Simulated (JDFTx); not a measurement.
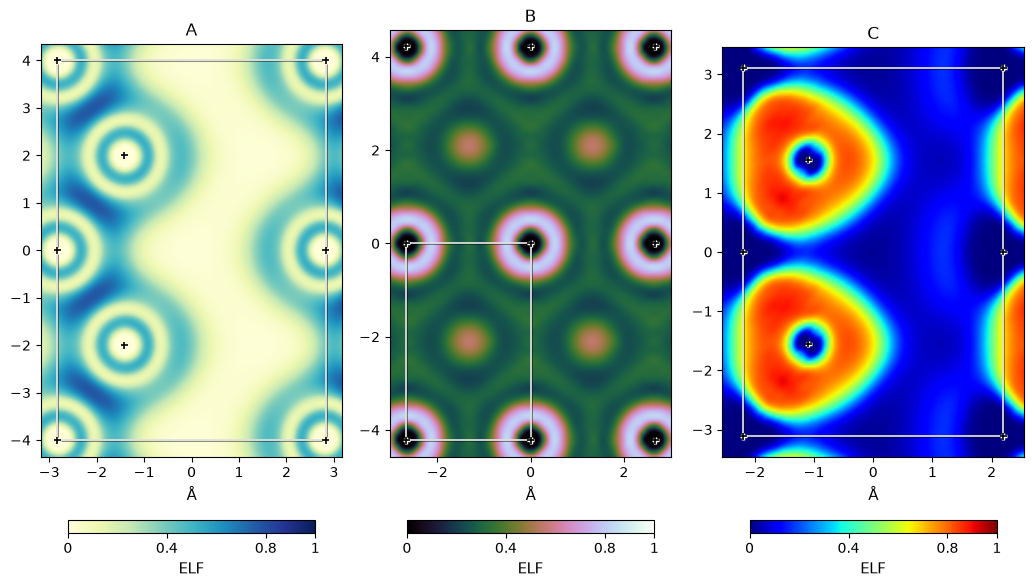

The ELF of 3 systems, each on a plane through atoms (crosses mark nuclei in the plane).

The calculation used JDFTx 1.7.0 (patched build), Kohn-Sham DFT of a periodic cell, PBEsol, PseudoDojo-SR-PBEsol-0.4.1-standard.

System 1: Ru, the (010) plane of the conventional cell. Space group P6₃/mmc; computed pressure about 9 GPa in this cell.

```
Ru
1.0
     2.66923    0.00000    0.00000
    -1.33462    2.31162    0.00000
     0.00000    0.00000    4.22403
Ru
2
Direct
  0.66667 0.33333 0.75000
  0.33333 0.66667 0.25000
```

System 2: AlN, the (110) plane of the conventional cell. Space group F-43m; a structure from a database of computed crystals, not necessarily the ambient phase; computed pressure about −3 GPa in this cell.

```
Al N
1.0
     4.39692    0.00000    0.00000
     0.00000    0.00000   -4.39692
     0.00000    4.39692    0.00000
Al N
4 4
Direct
  0.50000 0.50000 0.00000
  0.00000 0.50000 0.50000
  0.00000 0.00000 0.00000
  0.50000 0.00000 0.50000
  0.25000 0.75000 0.25000
  0.75000 0.75000 0.75000
  0.75000 0.25000 0.25000
  0.25000 0.25000 0.75000
```

System 3: Ge, the (101) plane of the conventional cell. Space group Fd-3m.

```yaml
crystal:
  lattice:
    - [5.65782, 0.00000, 0.00000]
    - [0.00000, 5.65782, 0.00000]
    - [0.00000, 0.00000, 5.65782]
  atoms:
    - { symbol: Ge, position: [0.25000, 0.25000, 0.25000] }
    - { symbol: Ge, position: [0.75000, 0.75000, 0.25000] }
    - { symbol: Ge, position: [0.75000, 0.25000, 0.75000] }
    - { symbol: Ge, position: [0.25000, 0.75000, 0.75000] }
    - { symbol: Ge, position: [0.00000, 0.00000, 0.00000] }
    - { symbol: Ge, position: [0.50000, 0.50000, 0.00000] }
    - { symbol: Ge, position: [0.50000, 0.00000, 0.50000] }
    - { symbol: Ge, position: [0.00000, 0.50000, 0.50000] }
```

Question: Which map belongs to which system?

Answer: Panel A is system 3, Ge: the plane holds Ge. Ge–Ge (2.45 Å): the ELF peaks at about 0.75 between the atoms (a covalent bond). Panel B is system 1, Ru: the plane holds Ru. Ru–Ru (2.67 Å): the ELF is about 0.30 at the midpoint. Panel C is system 2, AlN: the plane holds Al and N. Al–N (1.90 Å): the ELF peaks at about 0.90 between the atoms, as expected for a shared but strongly polarised pair.
